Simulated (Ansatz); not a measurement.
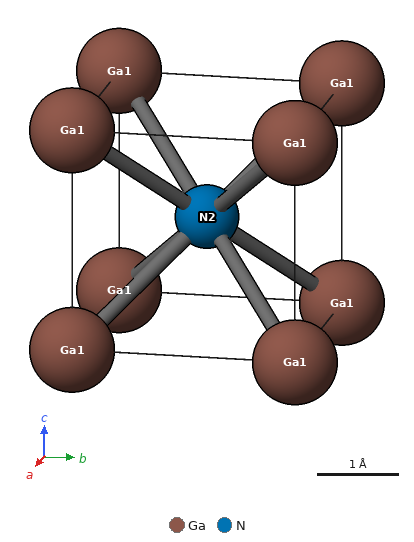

*The starting structure (ball-and-stick view of the cell of the calculation, seen slightly off an axis; atoms are numbered from 1 in the order of the input).*

Near neighbours in the crystal (not all of them lie inside the picture): Ga has 8 N at 2.46 Å; N has 8 Ga at 2.46 Å.

## Geometry relaxation, with input and output: GaN (part 1 of 2)

The run: geometry relaxation of GaN (Pm-3m, 2 atoms in the cell). Method and program: DFT, PBEsol, plane waves, PAW, no spin polarisation (Ansatz 0.2.0).

The structure was built on a prototype by a generator. Figures and captions count atoms from 1; the log counts them from 0 in places.

**Log**
```
Engine: ansatz 0.2.0, aarch64-unknown-linux-gnu
Pseudopotentials: kind: paw
Pseudopotential: Ga, paw, valence charge 13, recommended cutoff 420 eV (normal), Ga.paw.azcp
Pseudopotential: N, paw, valence charge 5, recommended cutoff 420 eV (normal), N.paw.azcp
Functional definition: PBEsol
  exchange = pbesol_x
  correlation = pbesol_c
Crystal: 2 atoms, lattice volume = 22.864 Å³
Basis set: ecut = 420 eV, 461 PW (Γ), exchange–correlation on 40×40×40 points (8 copies of the dense FFT grid, shifted against one another)
Bands: 13, of which v1, the nominal top of the filled ones, is band 9 counted from 1 (8 counted from 0)
Symmetry: 48 space group operations
Space group: Pm-3m (ITA 221), of the structure as read, at distance tolerance 2.8e-5 Å
k-points: 35 of 512
Non-local potential: Ga, projectors of the file, l = 0: 2, l = 1: 2, l = 2: 3, l = 3: 1
Non-local potential: N, projectors of the file, l = 0: 2, l = 1: 2, l = 2: 1
PAW form: soft (Blöchl's): semilocal exchange-correlation on the pseudo side does not see the compensation charge
PAW frozen core: Ga, regenerated for the run's functional, and the local potential with it (the file was generated under x = pbe(κ = 0.804, μ = 0.2195149727645171), c = pbe(β = 0.06672455060314922))
PAW frozen core: N, regenerated for the run's functional, and the local potential with it (the file was generated under x = pbe(κ = 0.804, μ = 0.2195149727645171), c = pbe(β = 0.06672455060314922))
PAW one-centre angular grid: Ga, 590 points (default); XC on 64 Gauss nodes
PAW one-centre angular grid: N, 110 points (default); XC on 64 Gauss nodes
Initial density: superposition of atomic densities (neutral atoms: chi_scale 0, normalization atom), corrected by the library's trained network
Initial wavefunctions: pseudopotential atomic-orbital guess
Functional: x = pbesol(κ = 0.804, μ = 0.12345679012345678), c = pbesol(β = 0.046)
SCF iter   1: F=—  HF=-4119.484064 eV  |F-HF|=—  |Δ(HF+E_count)|=         —  Δρ=2.47e-2  dr2=1.62e-1  ethr=1.77e-3  ⟨swp⟩=5.3  Hψ=2331  notcnv=0
preconditioner: auto → none  [metal: Δε(μ)=0.030 eV  Ē_g=17.007 eV  σ=0.030 eV  W_gap=0.24  n_scr=6 (ndim 8)  ℏωp=32.9 eV  f_vac=0.000  D(μ)=1.74/eV (n_scr^D=18)  sad-step TF]
SCF iter   2: F=—  HF=-4119.469648 eV  |F-HF|=—  |Δ(HF+E_count)|=   1.44e-2  Δρ=1.74e-2  dr2=8.54e-2  ethr=9.01e-4  ⟨swp⟩=1.0  Hψ=735  notcnv=0
SCF iter   3: F=—  HF=-4119.454039 eV  |F-HF|=—  |Δ(HF+E_count)|=   1.56e-2  Δρ=3.28e-3  dr2=2.48e-3  ethr=4.75e-4  ⟨swp⟩=2.0  Hψ=592  notcnv=0
SCF iter   4: F=—  HF=-4119.453454 eV  |F-HF|=—  |Δ(HF+E_count)|=   5.84e-4  Δρ=8.04e-4  dr2=1.93e-4  ethr=1.38e-5  ⟨swp⟩=2.1  Hψ=727  notcnv=0
SCF iter   5: F=—  HF=-4119.453401 eV  |F-HF|=—  |Δ(HF+E_count)|=   5.29e-5  Δρ=1.13e-4  dr2=1.32e-6  ethr=1.07e-6  ⟨swp⟩=2.1  Hψ=759  notcnv=0
SCF iter   6: F=—  HF=-4119.453434 eV  |F-HF|=—  |Δ(HF+E_count)|=   3.30e-5  Δρ=2.33e-5  dr2=1.54e-7  ethr=5.56e-10  ⟨swp⟩=4.0  Hψ=1535  notcnv=0
SCF iter   7: F=-4119.453434 eV  HF=-4119.453434 eV  |F-HF|=4.87e-10  |Δ(HF+E_count)|=   1.75e-8  Δρ=1.36e-6  dr2=5.84e-10  ethr=5.56e-10  ⟨swp⟩=3.4  Hψ=1253  notcnv=0
SCF 1 converged in 7 iterations: F = -4119.453434 eV  dr2 = 5.84e-10
  greatest PAW one-centre occupation: 0.996 electrons in one spin orbital (limit 2), on the Ga atom at site 0 (counted from 0), in its partial waves of l = 2
relax step   1: F+E_penalty+E_count = -4119.45343431 eV  Δ(F+E_penalty+E_count) = +0.000e0 eV  max|allowed force component| = 4.549e-29 eV/Å  Δτ_max = 0.0000 Å  P = -17.334 GPa  Ω = 22.864 Å³  (7 SCF iters, dr2 threshold 1.00e-7 eV, accepted)
Crystal: 2 atoms, lattice volume = 20.144 Å³
Basis set: ecut = 420 eV, 389 PW (Γ), exchange–correlation on 40×40×40 points (8 copies of the dense FFT grid, shifted against one another)
Initial density: handed on by an earlier stage of this run
Initial wavefunctions: those handed on with the density
iter 1 solved again at ethr=1.15e-3 eV; its pass at ethr=3.10e-3 eV (dr2=2.08e-1 eV) is discarded
SCF iter   1: F=—  HF=-4119.682068 eV  |F-HF|=—  |Δ(HF+E_count)|=         —  Δρ=3.03e-2  dr2=2.07e-1  ethr=1.15e-3  ⟨swp⟩=1.0  Hψ=3056  notcnv=0
preconditioner: auto → none  [metal: Δε(μ)=0.021 eV  Ē_g=17.978 eV  σ=0.030 eV  W_gap=0.18  n_scr=6 (ndim 8)  ℏωp=35.1 eV  f_vac=0.000  D(μ)=1.86/eV (n_scr^D=26)]
SCF iter   2: F=—  HF=-4119.655935 eV  |F-HF|=—  |Δ(HF+E_count)|=   2.61e-2  Δρ=1.31e-2  dr2=4.01e-2  ethr=1.15e-3  ⟨swp⟩=1.9  Hψ=505  notcnv=0
SCF iter   3: F=—  HF=-4119.649038 eV  |F-HF|=—  |Δ(HF+E_count)|=   6.90e-3  Δρ=2.74e-3  dr2=1.38e-3  ethr=2.23e-4  ⟨swp⟩=2.0  Hψ=586  notcnv=0
SCF iter   4: F=—  HF=-4119.648820 eV  |F-HF|=—  |Δ(HF+E_count)|=   2.18e-4  Δρ=5.26e-4  dr2=7.22e-5  ethr=7.68e-6  ⟨swp⟩=2.2  Hψ=758  notcnv=0
SCF iter   5: F=—  HF=-4119.648820 eV  |F-HF|=—  |Δ(HF+E_count)|=   2.63e-8  Δρ=3.18e-4  dr2=2.77e-5  ethr=4.01e-7  ⟨swp⟩=2.0  Hψ=757  notcnv=0
SCF iter   6: F=—  HF=-4119.648815 eV  |F-HF|=—  |Δ(HF+E_count)|=   5.10e-6  Δρ=8.36e-5  dr2=1.89e-6  ethr=1.54e-7  ⟨swp⟩=1.1  Hψ=462  notcnv=0
SCF iter   7: F=-4119.648814 eV  HF=-4119.648814 eV  |F-HF|=2.53e-8  |Δ(HF+E_count)|=   3.40e-7  Δρ=1.01e-5  dr2=2.87e-8  ethr=1.11e-9  ⟨swp⟩=4.0  Hψ=1408  notcnv=0
SCF 2 converged in 7 iterations: F = -4119.648814 eV  dr2 = 2.87e-8
relax step   2: F+E_penalty+E_count = -4119.64881436 eV  Δ(F+E_penalty+E_count) = -1.954e-1 eV  max|allowed force component| = 5.916e-31 eV/Å  Δτ_max = 0.0000 Å  P = -3.113 GPa  Ω = 20.144 Å³  energy of the carried Pulay correction = +7.559e-3 eV  (7 SCF iters, dr2 threshold 2.00e-7 eV, accepted)
Crystal: 2 atoms, lattice volume = 19.634 Å³
iter 1 solved again at ethr=4.23e-5 eV; its pass at ethr=3.10e-3 eV (dr2=7.62e-3 eV) is discarded
SCF iter   1: F=—  HF=-4119.655124 eV  |F-HF|=—  |Δ(HF+E_count)|=         —  Δρ=5.93e-3  dr2=7.61e-3  ethr=4.23e-5  ⟨swp⟩=1.1  Hψ=2891  notcnv=0
preconditioner: auto → none  [metal: Δε(μ)=0.044 eV  Ē_g=18.202 eV  σ=0.030 eV  W_gap=0.33  n_scr=6 (ndim 8)  ℏωp=35.6 eV  f_vac=0.000  D(μ)=1.10/eV (n_scr^D=6)]
SCF iter   2: F=—  HF=-4119.653999 eV  |F-HF|=—  |Δ(HF+E_count)|=   1.12e-3  Δρ=2.75e-3  dr2=1.74e-3  ethr=4.23e-5  ⟨swp⟩=1.1  Hψ=460  notcnv=0
SCF iter   3: F=—  HF=-4119.653666 eV  |F-HF|=—  |Δ(HF+E_count)|=   3.33e-4  Δρ=4.55e-4  dr2=1.87e-5  ethr=9.65e-6  ⟨swp⟩=1.6  Hψ=490  notcnv=0
SCF iter   4: F=—  HF=-4119.653664 eV  |F-HF|=—  |Δ(HF+E_count)|=   2.06e-6  Δρ=1.40e-4  dr2=3.16e-6  ethr=1.04e-7  ⟨swp⟩=2.0  Hψ=713  notcnv=0
SCF iter   5: F=—  HF=-4119.653665 eV  |F-HF|=—  |Δ(HF+E_count)|=   2.02e-7  Δρ=4.65e-5  dr2=5.47e-7  ethr=1.75e-8  ⟨swp⟩=2.6  Hψ=702  notcnv=0
SCF iter   6: F=-4119.653665 eV  HF=-4119.653665 eV  |F-HF|=1.12e-8  |Δ(HF+E_count)|=   1.13e-7  Δρ=7.36e-6  dr2=1.31e-8  ethr=1.11e-9  ⟨swp⟩=3.9  Hψ=1286  notcnv=0
SCF 3 converged in 6 iterations: F = -4119.653665 eV  dr2 = 1.31e-8
relax step   3: F+E_penalty+E_count = -4119.65366450 eV  Δ(F+E_penalty+E_count) = -4.850e-3 eV  max|allowed force component| = 4.930e-31 eV/Å  Δτ_max = 0.0000 Å  P = +1.136 GPa  Ω = 19.634 Å³  energy of the carried Pulay correction = +9.087e-3 eV  (6 SCF iters, dr2 threshold 2.00e-7 eV, accepted)
Crystal: 2 atoms, lattice volume = 19.768 Å³
iter 1 solved again at ethr=2.73e-6 eV; its pass at ethr=3.10e-3 eV (dr2=4.91e-4 eV) is discarded
SCF iter   1: F=—  HF=-4119.653801 eV  |F-HF|=—  |Δ(HF+E_count)|=         —  Δρ=1.49e-3  dr2=4.86e-4  ethr=2.73e-6  ⟨swp⟩=1.3  Hψ=2606  notcnv=0
preconditioner: auto → none  [insulator: Δε(μ)=0.106 eV  Ē_g=18.144 eV  σ=0.030 eV  W_gap=0.71  n_scr=6 (ndim 8)  ℏωp=35.4 eV  f_vac=0.000  D(μ)=0.71/eV (n_scr^D=6)  ε∞_Penn≈4.8]
SCF iter   2: F=—  HF=-4119.653715 eV  |F-HF|=—  |Δ(HF+E_count)|=   8.56e-5  Δρ=6.26e-4  dr2=9.11e-5  ethr=2.70e-6  ⟨swp⟩=1.0  Hψ=455  notcnv=0
SCF iter   3: F=—  HF=-4119.653715 eV  |F-HF|=—  |Δ(HF+E_count)|=   5.59e-7  Δρ=9.77e-5  dr2=7.77e-7  ethr=5.06e-7  ⟨swp⟩=1.7  Hψ=498  notcnv=0
iter 4 did not close the SCF: its close was put off for the readings that it lacked (scf_convergence_deferred on its scf_iter line)
SCF iter   4: F=-4119.653714 eV  HF=-4119.653714 eV  |F-HF|=1.00e-8  |Δ(HF+E_count)|=   6.45e-7  Δρ=2.80e-5  dr2=5.29e-8  ethr=4.32e-9  ⟨swp⟩=2.0  Hψ=739  notcnv=0
iter 5 did not close the SCF: its close was put off for the readings that it lacked (scf_convergence_deferred on its scf_iter line)
SCF iter   5: F=-4119.653714 eV  HF=-4119.653714 eV  |F-HF|=2.49e-9  |Δ(HF+E_count)|=   3.37e-8  Δρ=3.72e-6  dr2=1.36e-9  ethr=2.94e-10  ⟨swp⟩=2.3  Hψ=774  notcnv=0
SCF iter   6: F=-4119.653714 eV  HF=-4119.653714 eV  |F-HF|=5.46e-12  |Δ(HF+E_count)|=  2.18e-11  Δρ=2.62e-7  dr2=5.39e-12  ethr=7.54e-12  ⟨swp⟩=1.2  Hψ=1364  notcnv=0
SCF 4 converged in 6 iterations: F = -4119.653714 eV  dr2 = 5.39e-12
relax step   4: F+E_penalty+E_count = -4119.65371417 eV  Δ(F+E_penalty+E_count) = -4.966e-5 eV  max|allowed force component| = 4.766e-31 eV/Å  Δτ_max = 0.0000 Å  P = -0.042 GPa  Ω = 19.768 Å³  energy of the carried Pulay correction = +8.682e-3 eV  (6 SCF iters, dr2 threshold 2.00e-7 eV, accepted)
Initial wavefunctions: pseudopotential atomic-orbital guess (no wavefunctions were taken with the density)
iter 1 solved again at ethr=4.75e-8 eV; its pass at ethr=3.10e-3 eV (dr2=8.54e-6 eV) is discarded
SCF iter   1: F=—  HF=-4119.648805 eV  |F-HF|=—  |Δ(HF+E_count)|=         —  Δρ=5.18e-4  dr2=9.83e-6  ethr=4.75e-8  ⟨swp⟩=3.0  Hψ=3558  notcnv=0
preconditioner: auto → none  [insulator: Δε(μ)=0.102 eV  Ē_g=18.144 eV  σ=0.030 eV  W_gap=0.68  n_scr=6 (ndim 8)  ℏωp=35.4 eV  f_vac=0.000  D(μ)=0.72/eV (n_scr^D=6)  ε∞_Penn≈4.8]
SCF iter   2: F=—  HF=-4119.648822 eV  |F-HF|=—  |Δ(HF+E_count)|=   1.73e-5  Δρ=3.02e-4  dr2=4.49e-6  ethr=4.75e-8  ⟨swp⟩=2.0  Hψ=756  notcnv=0
SCF iter   3: F=—  HF=-4119.648821 eV  |F-HF|=—  |Δ(HF+E_count)|=   1.37e-6  Δρ=5.90e-5  dr2=3.44e-7  ethr=2.49e-8  ⟨swp⟩=2.1  Hψ=732  notcnv=0
SCF iter   4: F=—  HF=-4119.648825 eV  |F-HF|=—  |Δ(HF+E_count)|=   4.06e-6  Δρ=1.32e-5  dr2=1.57e-8  ethr=1.91e-9  ⟨swp⟩=2.0  Hψ=770  notcnv=0
SCF iter   5: F=—  HF=-4119.648825 eV  |F-HF|=—  |Δ(HF+E_count)|=   1.74e-9  Δρ=8.63e-7  dr2=7.50e-11  ethr=8.72e-11  ⟨swp⟩=2.0  Hψ=760  notcnv=0
SCF iter   6: F=-4119.648825 eV  HF=-4119.648825 eV  |F-HF|=0.00e0  |Δ(HF+E_count)|=  5.37e-11  Δρ=1.22e-7  dr2=7.94e-13  ethr=1.00e-12  ⟨swp⟩=5.0  Hψ=1730  notcnv=0
SCF 5 converged in 6 iterations: F = -4119.648825 eV  dr2 = 7.94e-13
relax step   5: F+E_penalty+E_count = -4119.64882483 eV  Δ(F+E_penalty+E_count) = +4.889e-3 eV  max|allowed force component| = 7.067e-31 eV/Å  Δτ_max = 0.0000 Å  P = -0.384 GPa  Ω = 19.768 Å³  stress off target by 3.84e-1 GPa  SCF on the basis re-selected at this cell (its energy is not comparable with the rows above)  (6 SCF iters)
basis re-selected at this cell: Δ(F+E_penalty+E_count) = +4.889e-3 eV, ΔP = -0.342 GPa vs the last step (what re-selecting the basis moved, of the pressure what is left beyond the Pulay correction that the steps carried, after the strain that the cell walked since its last selection, with what the two solves' SCF thresholds leave and, on support functions, any second-order correction that the steps lacked; it is no measure of the basis error at this ecutwfc). This SCF's stress stands 3.84e-1 GPa from its target on what of the cell is left free (relax.cell.stress_tol is 5.00e-2 GPa) and its largest allowed force component is 7.07e-31 eV/Å (relax.f_tol is 1.00e-2 eV/Å): not within both, so this SCF does not close the relaxation
Crystal: 2 atoms, lattice volume = 19.724 Å³
iter 1 solved again at ethr=2.90e-7 eV; its pass at ethr=3.10e-3 eV (dr2=5.22e-5 eV) is discarded
SCF iter   1: F=—  HF=-4119.649011 eV  |F-HF|=—  |Δ(HF+E_count)|=         —  Δρ=4.90e-4  dr2=5.20e-5  ethr=2.90e-7  ⟨swp⟩=1.7  Hψ=2566  notcnv=0
preconditioner: auto → none  [insulator: Δε(μ)=0.102 eV  Ē_g=18.161 eV  σ=0.030 eV  W_gap=0.67  n_scr=6 (ndim 8)  ℏωp=35.5 eV  f_vac=0.000  D(μ)=0.73/eV (n_scr^D=6)  ε∞_Penn≈4.8]
SCF iter   2: F=—  HF=-4119.649015 eV  |F-HF|=—  |Δ(HF+E_count)|=   4.18e-6  Δρ=2.07e-4  dr2=9.96e-6  ethr=2.89e-7  ⟨swp⟩=1.0  Hψ=455  notcnv=0
iter 3 did not close the SCF: its close was put off for the readings that it lacked (scf_convergence_deferred on its scf_iter line)
SCF iter   3: F=-4119.649013 eV  HF=-4119.649013 eV  |F-HF|=2.19e-7  |Δ(HF+E_count)|=   1.92e-6  Δρ=3.39e-5  dr2=9.24e-8  ethr=5.53e-8  ⟨swp⟩=1.8  Hψ=511  notcnv=0
iter 4 did not close the SCF: its close was put off for the readings that it lacked (scf_convergence_deferred on its scf_iter line)
SCF iter   4: F=-4119.649013 eV  HF=-4119.649013 eV  |F-HF|=1.31e-9  |Δ(HF+E_count)|=   8.18e-8  Δρ=9.46e-6  dr2=6.42e-9  ethr=5.14e-10  ⟨swp⟩=2.0  Hψ=727  notcnv=0
iter 5 did not close the SCF: its close was put off for the readings that it lacked (scf_convergence_deferred on its scf_iter line)
SCF iter   5: F=-4119.649013 eV  HF=-4119.649013 eV  |F-HF|=1.92e-10  |Δ(HF+E_count)|=   4.14e-9  Δρ=1.09e-6  dr2=6.61e-11  ethr=3.57e-11  ⟨swp⟩=2.2  Hψ=766  notcnv=0
SCF iter   6: F=-4119.649013 eV  HF=-4119.649013 eV  |F-HF|=1.82e-12  |Δ(HF+E_count)|=  1.82e-12  Δρ=7.92e-8  dr2=6.64e-13  ethr=1.00e-12  ⟨swp⟩=1.1  Hψ=1306  notcnv=0
SCF 6 converged in 6 iterations: F = -4119.649013 eV  dr2 = 6.64e-13
```
